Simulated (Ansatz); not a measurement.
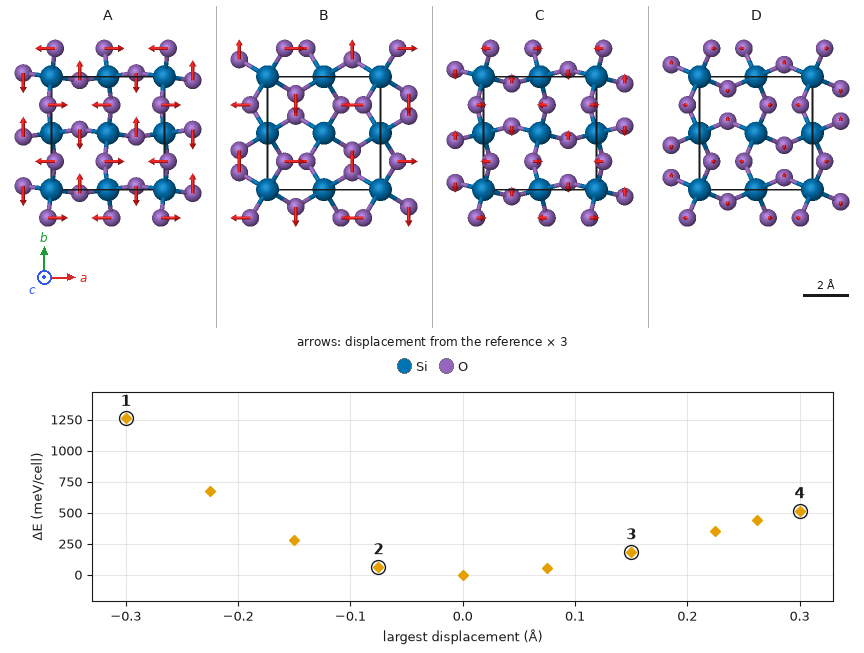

Energy scan for crystalline SiO₂ (I-42d), in which a normal mode at the zone centre is frozen in with the cell fixed, the amplitude being the largest displacement of an atom. The frames are shuffled; the numbered points of the plot belong to them. Style: ball-and-stick. Shown: the conventional cell (2 times the calculation's cell), along the c axis. Red arrows: displacements from the reference. Lengths and directions refer to the drawn axes.

The calculation used DFT PBE, scalar-relativistic, plane waves, PAW in Ansatz. (plane-wave cutoff 420 eV; k-point mesh 6 × 6 × 6; occupations gaussian; smearing width 0.05 eV; no spin polarisation). Energies (free energies at the smearing named) are counted from the relaxed crystal.

### Match the frames to the points.

Point 1 is frame B (the amplitude −0.30 Å, 1260 meV/cell); 2 is frame D (the amplitude −0.075 Å, 66 meV/cell); 3 is frame C (the amplitude 0.15 Å, 186 meV/cell); 4 is frame A (the amplitude 0.30 Å, 517 meV/cell). The harmonic wavenumber of the mode is 301 cm⁻¹, a stable vibration. The lowest computed point lies at the amplitude 0.00 Å (0 meV/cell). The end points stand at 1260 meV/cell (−0.30 Å) and 517 meV/cell (0.30 Å). The well is lopsided: at ±0.3000 Å the energy is 2.4 times higher on the negative side. At the highest point the shortest interatomic distance is 1.74 Å, against 1.63 Å in the reference. The distortion keeps the space group I-42d.
